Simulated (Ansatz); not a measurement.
## Electronic structure of Ga8HN8 (cell with a defect) in real space

```yaml
crystal:
  lattice:
    - [0.00000, 4.54848, -4.54848]
    - [4.54848, 4.54848, 0.00000]
    - [4.54848, 0.00000, -4.54848]
  atoms:
    - { symbol: Ga, position: [0.00008, 0.99917, 0.50075] }
    - { symbol: Ga, position: [0.99976, 0.49898, 0.50143] }
    - { symbol: Ga, position: [0.49994, 0.99917, 0.50075] }
    - { symbol: Ga, position: [0.49992, 0.49938, 0.50072] }
    - { symbol: Ga, position: [0.99974, 0.99990, 0.00055] }
    - { symbol: Ga, position: [0.99976, 0.49898, 0.00057] }
    - { symbol: Ga, position: [0.49996, 0.99919, 0.00083] }
    - { symbol: Ga, position: [0.50063, 0.49898, 0.00057] }
    - { symbol: N, position: [0.12790, 0.12131, 0.12869] }
    - { symbol: N, position: [0.12496, 0.62424, 0.12577] }
    - { symbol: N, position: [0.62204, 0.12131, 0.12869] }
    - { symbol: N, position: [0.62207, 0.62713, 0.12866] }
    - { symbol: N, position: [0.12789, 0.12131, 0.62285] }
    - { symbol: N, position: [0.12786, 0.62711, 0.62288] }
    - { symbol: N, position: [0.62497, 0.12427, 0.62573] }
    - { symbol: N, position: [0.62208, 0.62712, 0.62288] }
    - { symbol: H, position: [0.87498, 0.37406, 0.87590] }
```

Spin-polarised.

Level of theory: Ansatz, DFT PBE, scalar-relativistic, plane waves, PAW.

The density is the valence pseudo-density of a PAW calculation; it isn't the true density close to the nuclei.

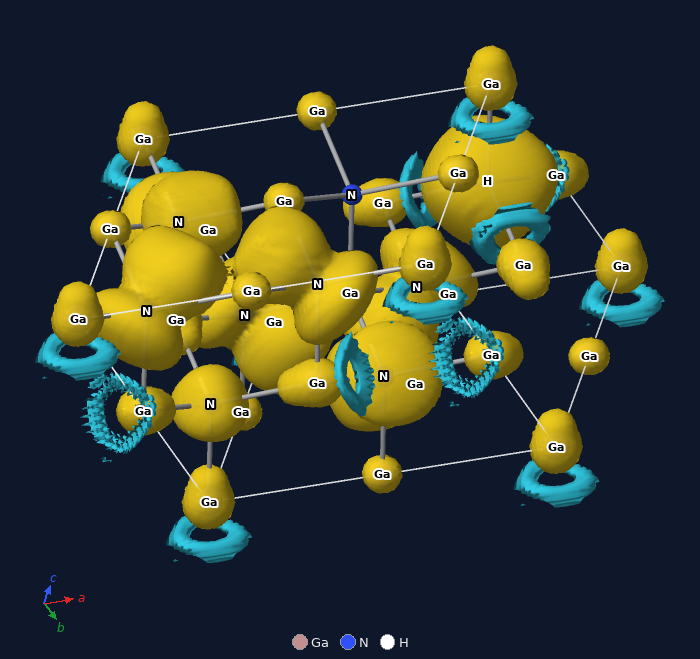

Figure 1. Isosurfaces of the magnetisation density (up minus down) at +0.003 (yellow) and −0.003 e/Å³ (cyan), seen at an oblique angle. Sticks mark near contacts.

> Describe the spin distribution.

The spin density sits on H: +0.4 μB in one cell of 17 atoms, with smaller moments on other sites: N (up to +0.06 μB): with much of the spin spread outside that site. The cell of the calculation (17 atoms) carries 0.9 μB of net spin moment.

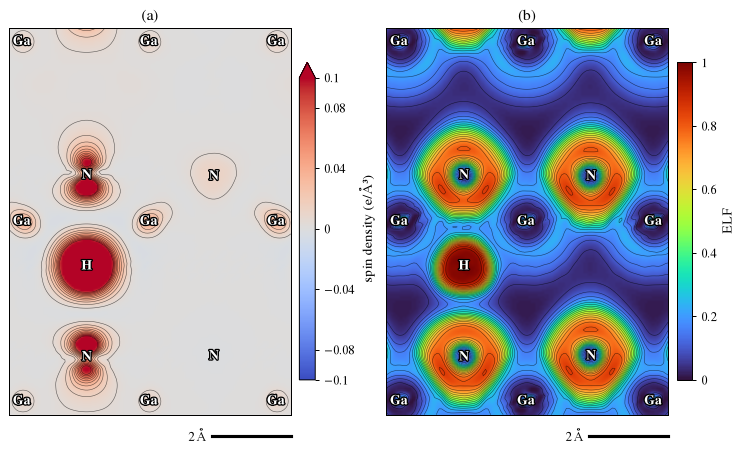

Figure 2. (a) spin density (up minus down); (b) ELF on the (101̄) plane of the calculation cell.

> What does the map show?

Atoms in the plane: Ga, N and H. Ga–N (1.95 Å): the ELF peaks at about 0.85 in the valence shell of N, 0.7 Å from its nucleus, and is about 0.45 at the midpoint. Ga–H (1.97 Å): the ELF climbs to about 1 towards the hydrogen.

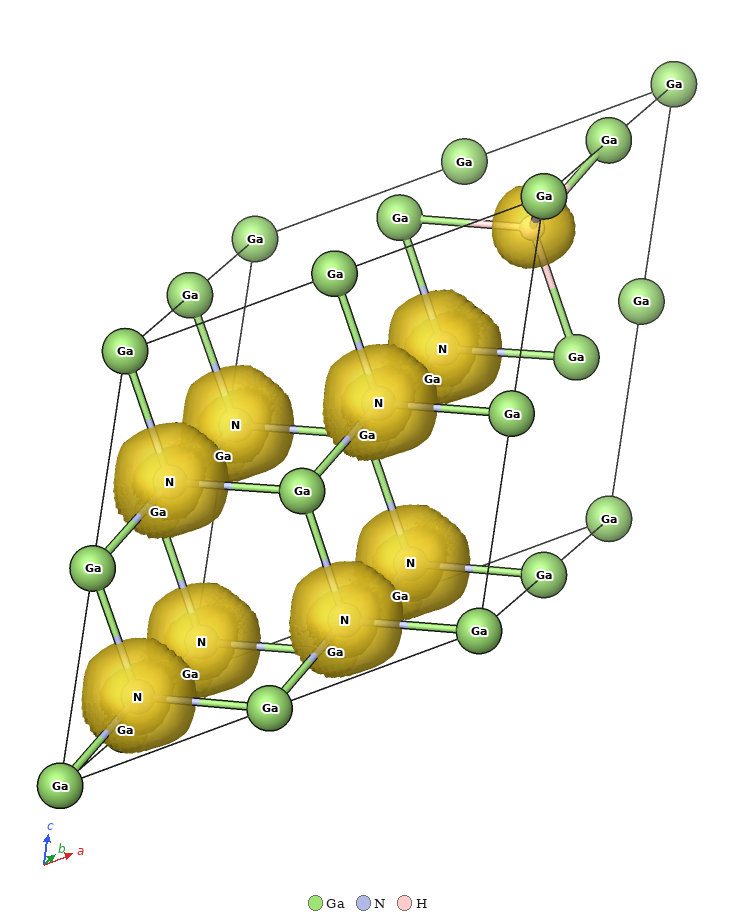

Figure 3. Isosurface of the electron localisation function at 0.75 (yellow), seen slightly off an axis. Only the valence region is drawn (cores and ρ < 0.01 e/Å³ removed). Sticks mark near contacts.

> What do the ELF domains correspond to?

The ELF exceeds this value in one region around a hydrogen nucleus and eight regions wrapped around N (the valence shell of each), counted in one cell of 17 atoms. Any copies at cell faces, edges or corners count once. Profiles from the grid: Ga–H (1.97 Å): the ELF climbs to about 1 towards the hydrogen.

> Does the calculation make it a metal, or give it a gap?

It is metallic or semimetallic at this level of theory: no gap opens.
